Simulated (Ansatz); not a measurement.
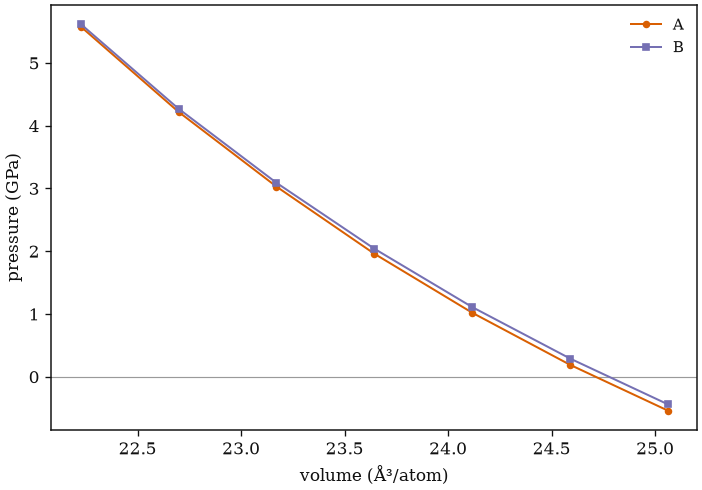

The plot gives the computed pressure against volume, with one curve for each functional, for AgBr (space group Fm-3m). The labels are replaced by letters. In alphabetical order the cases are: HSE06; PBE0.

Calculation (Ansatz 0.2.0): plane-wave DFT, no spin polarisation; energies at scaled volumes of the given cell, shape and fractions fixed, counted from the fit's minimum, third-order Birch-Murnaghan fit. All runs: no spin polarisation.

```tsv
setting	value
k mesh	6×6×6
occupations	Fermi–Dirac
smearing width	0.05 eV
potentials	Ansatz PAW
wave cutoff	420 eV
density cutoff	1680 eV
```

Which letter stands for which functional?

Answer. A: PBE0; B: HSE06.
